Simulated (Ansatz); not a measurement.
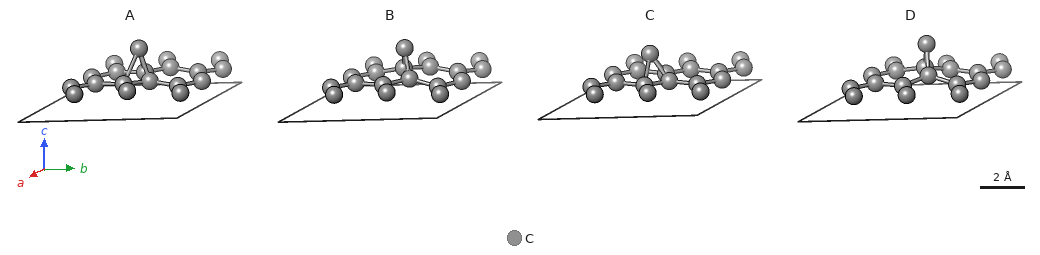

4 geometries from one relaxation of a slab of composition C, in shuffled order. Style: ball-and-stick. Shown: the cell of the calculation, outlined in the plane, without the vacuum (origin shifted), slightly off an axis.

It is C on graphene monolayer, set down by a guess. The run prepares an end point of a later path (adatom hop) calculation, from a guessed geometry.

These are results of DFT PBE, scalar-relativistic, plane waves, PAW (Ansatz), not measurements. Set-up: plane-wave cutoff 420 eV; k-point mesh 2 × 2 × 1; occupations fermi dirac; smearing width 0.05 eV; collinear spin; atoms relaxed in a fixed cell; force threshold 0.03 eV/Å; at most 60 steps.

Order the frames from highest to lowest energy.

C, A, B, D. They are steps 0, 3, 6, 12, at +1.890 eV per cell of the calculation, +0.385 eV per cell of the calculation, +0.262 eV per cell of the calculation relative to the last. The largest move relative to the layer's centre is that of a C atom, 0.91 Å at 64° to the normal (+c side). The cell doesn't change. Among the contacts that change: C–C 2.082 → 3.039 Å, C–C 1.763 → 2.495 Å, C–C 2.038 → 2.502 Å, C–C 1.710 → 1.518 Å. Among the angles between lasting bonds that change: C–C–C 72.6° → 113.8°, C–C–C 80.5° → 114.3°, C–C–C 133.4° → 113.9°. After 12 geometry steps the energy has fallen by 1.890 eV per cell of the calculation. Largest force component: 4.8 eV/Å at the start, 0.015 eV/Å at the end. The program noted that the starting moments weren't kept. The run may lie on a higher electronic state than the lowest, so the end point isn't shown to be the ground-state structure.

Limits of the set-up: the periodic images lie only 7.4 Å apart, so the values are limited by the cell's size.
